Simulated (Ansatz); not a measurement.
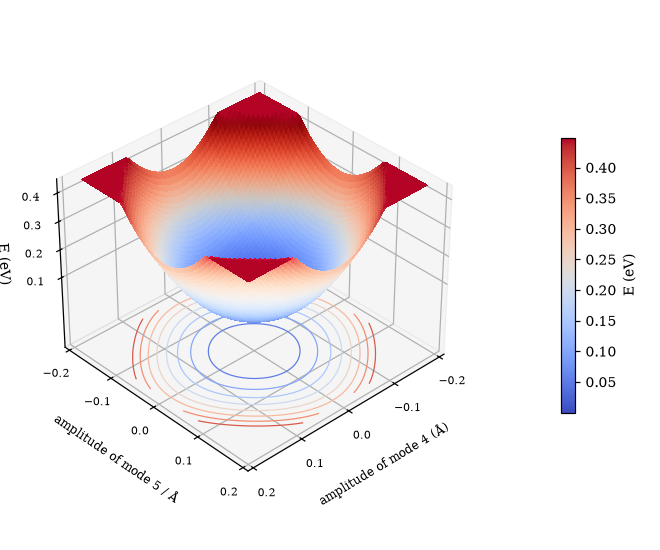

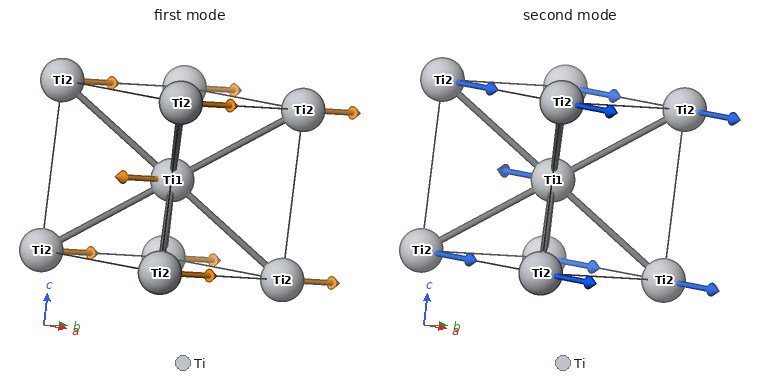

Energy landscape of Ti (Im-3m, No. 229; 2 atoms in the cell). The energy is mapped over two normal modes frozen in (zone-centre modes of the 2-atom cell of this scan, which folds in the wave vector (1/2, 1/2, 1/2) of the primitive cell). The first coordinate is: amplitude of mode 4 (224 cm⁻¹), largest displacement; the second: amplitude of mode 5 (224 cm⁻¹), largest displacement. Nothing is relaxed (the cell and all other modes fixed). The scan uses an 11 × 11 grid; 21 points were computed and 100 follow by symmetry. Points are written as (first, second). All energies are given in eV per cell relative to the lowest grid point. Theory: Ansatz 0.2.0, DFT PBEsol, scalar-relativistic, plane waves, PAW. Settings: cutoff 520 eV, k-mesh 14×14×14, gaussian smearing 0.15 eV, no spin polarisation.

In the figure: a relief with its contours projected below, any walls above the top of the colour scale cut off. Between grid points the surface is interpolated. The second picture is the structure at the lowest point

Describe this landscape.

Answer. The lowest grid point is at (0.000 Å, 0.000 Å). It is the only kind of minimum in the scanned range. The highest grid point, (−0.184 Å, −0.184 Å), lies 0.743 eV above the lowest.

Grid values (eV):

```csv
"second ↓, first →",−0.184,−0.147,−0.110,−0.074,−0.037,0.000,0.037,0.074,0.110,0.147,0.184
0.184,0.743,0.609,0.493,0.405,0.349,0.330,0.349,0.405,0.493,0.609,0.743
0.147,0.609,0.479,0.368,0.282,0.229,0.211,0.229,0.282,0.368,0.479,0.609
0.110,0.493,0.368,0.262,0.182,0.133,0.116,0.133,0.182,0.262,0.368,0.493
0.074,0.405,0.282,0.182,0.109,0.065,0.050,0.065,0.109,0.182,0.282,0.405
0.037,0.349,0.229,0.133,0.065,0.025,0.012,0.025,0.065,0.133,0.229,0.349
0.000,0.330,0.211,0.116,0.050,0.012,0.000,0.012,0.050,0.116,0.211,0.330
−0.037,0.349,0.229,0.133,0.065,0.025,0.012,0.025,0.065,0.133,0.229,0.349
−0.074,0.405,0.282,0.182,0.109,0.065,0.050,0.065,0.109,0.182,0.282,0.405
−0.110,0.493,0.368,0.262,0.182,0.133,0.116,0.133,0.182,0.262,0.368,0.493
−0.147,0.609,0.479,0.368,0.282,0.229,0.211,0.229,0.282,0.368,0.479,0.609
−0.184,0.743,0.609,0.493,0.405,0.349,0.330,0.349,0.405,0.493,0.609,0.743
```

The input of one point:

```yaml
crystal:
  lattice:
    - [0.0, -3.2099008398, 0.0]
    - [-3.2099008398, 0.0, 0.0]
    - [0.0, 0.0, -3.2099008398]
  atoms:
    - { symbol: Ti, position: [0.5, 0.5, 0.5] }
    - { symbol: Ti, position: [0.0, 0.0, 0.0] }
basis:
  ecutwfc: 520.0
kpoints:
  mp_grid: { grid: [14, 14, 14] }
hamiltonian:
  xc: pbesol
  pseudopotentials: { kind: paw, azcp: { folder: soft_1 } }
scf:
  occupations: { method: gaussian, width: 0.15 }
output:
  forces: true
  stress: true
  eigenvalues: true
  write_density: true
  write_potential: true
  elf: true
  volumetric_format: npy
```

Each point was launched as `ansatz run input.yaml --threads 2 --pin off --max-ram 4096MiB --backend cpu --events-out ev --progress --plain --runs-dir out`. Time for the 21 points that were run: 7.3 min on 2 threads of Arm Neoverse N1, with other jobs on the host.
